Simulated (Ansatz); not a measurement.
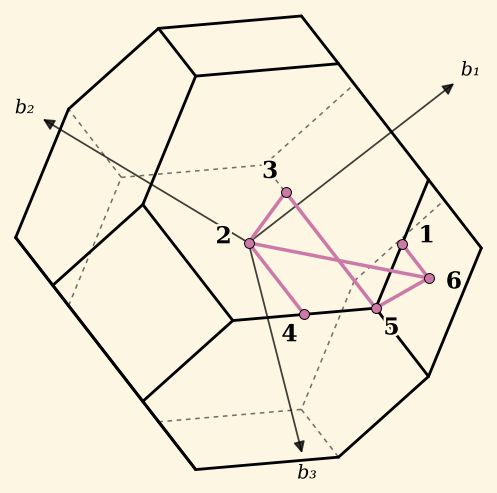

The first Brillouin zone of a face-centred cubic lattice (cF; extended symbol cF2) is drawn with its special points numbered. Crystal: ZrO₂, the input geometry of an electronic-structure calculation (not necessarily at equilibrium). Geometry calculated from the standardised cell; symmetry tolerance 0.002 Å.

a = 5.116 Å, b = 5.116 Å, c = 5.116 Å, α = 90.00°, β = 90.00°, γ = 90.00°.

Labels and path follow the convention of Hinuma et al. (2017), as computed by seekpath; the arrows show the directions of the reciprocal primitive vectors b₁, b₂, b₃, in which coordinates are given.

Q: Give the label and coordinates of each numbered point.

A:
```csv
no.,label,coordinates
1,U,"(5/8, 1/4, 5/8)"
2,Γ,"(0, 0, 0)"
3,L,"(1/2, 1/2, 1/2)"
4,K,"(3/8, 3/8, 3/4)"
5,W,"(1/2, 1/4, 3/4)"
6,X,"(1/2, 0, 1/2)"
```
